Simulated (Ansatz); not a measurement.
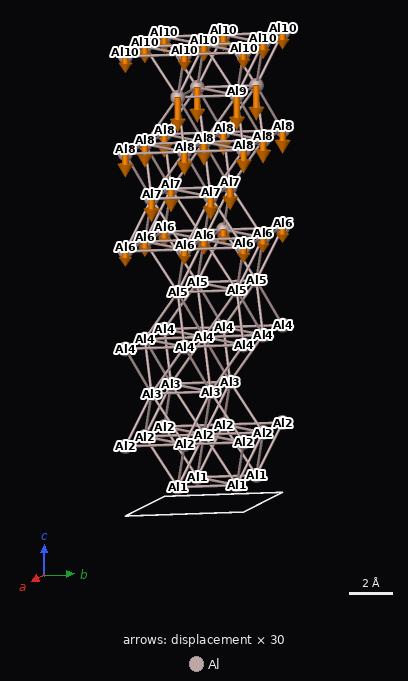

A constrained relaxation of a slab of composition Al. The starting structure is drawn; orange arrows show the displacements, 30 times their true length.

Style: ball-and-stick. Shown: the 2 × 2 repeat of the cell, outlined in the plane, without the vacuum, slightly off an axis.

5 atoms are held fixed.

Computed with DFT PBEsol, scalar-relativistic, plane waves, PAW; settings changed in Ansatz.

The input:
```yaml
crystal:
  lattice:
    - [2.8362844919, 0.0, 0.0]
    - [-1.4181422459, 2.4562944223, 0.0]
    - [0.0, 0.0, 37.9748362738]
  atoms:
    - { symbol: Al, position: [0.3333333333, 0.6666666667, 0.2238324331] }
    - { symbol: Al, position: [0.0, 0.0, 0.2852030035] }
    - { symbol: Al, position: [0.6666666667, 0.3333333333, 0.3465735739] }
    - { symbol: Al, position: [0.0, 0.0, 0.4079441444] }
    - { symbol: Al, position: [0.3333333333, 0.6666666667, 0.4693147148] }
    - { symbol: Al, position: [0.0, 0.0, 0.5306852852] }
    - { symbol: Al, position: [0.6666666667, 0.3333333333, 0.5920558556] }
    - { symbol: Al, position: [0.0, 0.0, 0.6534264261] }
    - { symbol: Al, position: [0.3333333333, 0.6666666667, 0.7147969965] }
    - { symbol: Al, position: [0.0, 0.0, 0.7761675669] }
basis:
  ecutwfc: 420
kpoints:
  mp_grid: { grid: [12, 12, 1] }
hamiltonian:
  xc: pbesol
scf:
  occupations: { method: gaussian, width: 0.1 }
  mixing: { algorithm: msr1, beta: 0.05 }
output:
  forces: true
  eigenvalues: true
relax:
  adjacent_minimum: "off"
  f_tol: 0.03
  max_steps: 70
  constraints: [{ sites: [0, 1, 2, 3, 4] }]
efield:
  axis: 3
  dipole_correction: true
  ramp_width: 0.04
```

Command:
```bash
ansatz run input.yaml --threads 1 --pin off --max-ram 2560MiB --backend cpu --events-out ev --progress --plain --runs-dir out
```

What did the optimiser do to the structure, and how much energy did it gain?

Over 2 geometry steps the energy falls by 2.7 meV per cell of the calculation. Largest force component: 0.13 eV/Å at the start, 0.0032 eV/Å at the end. Al9 moves most: 0.057 Å along the normal (−c). The lattice vectors keep their values. Some distances before and after: Al9–Al10 2.848 → 2.873 Å, Al5–Al6 2.848 → 2.828 Å, Al6–Al7 2.848 → 2.838 Å.
